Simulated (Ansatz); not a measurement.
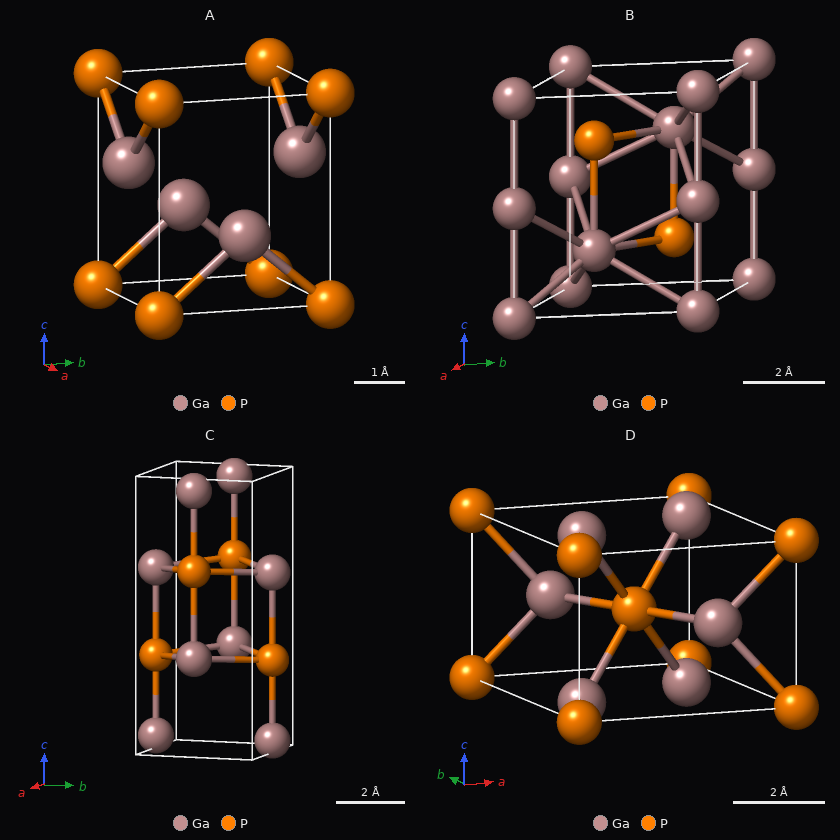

Four structures of Ga2P, each relaxed to rest (conventional cells in solid outline, small ones repeated, each panel with its own scale). Method: Ansatz, DFT PBE, scalar-relativistic, plane waves, PAW, without spin polarisation.

Question: Name the structure in each panel.

Answer: A: 3 atoms a cell on a primitive tetragonal lattice, P-4m2; B: Ni₂In type, P6_3/mmc; C: 6 atoms a cell on a primitive tetragonal lattice, P4/nmm; D: 6 atoms a cell on a primitive orthorhombic lattice, Pnnm.

Question: Rank them by energy, lowest first.

Answer: C, then D (+47 meV/atom), A (+107 meV/atom) and B (+179 meV/atom), energies at zero smearing.

Question: Collect the results in a table.

Answer:
| panel | structure | E − E(lowest) (meV/atom) | volume (Å³/atom) | gap (eV) |
| --- | --- | --- | --- | --- |
| C | P4/nmm | 0 | 18.5 | metal |
| D | Pnnm | 47 | 20.1 | metal |
| A | P-4m2 | 107 | 20.1 | metal |
| B | P6_3/mmc | 179 | 17.6 | metal |

Some of these may be structure types tried for this composition rather than known phases, and the most stable form need not be among them. Gaps are taken on the k-mesh or band path of each run.
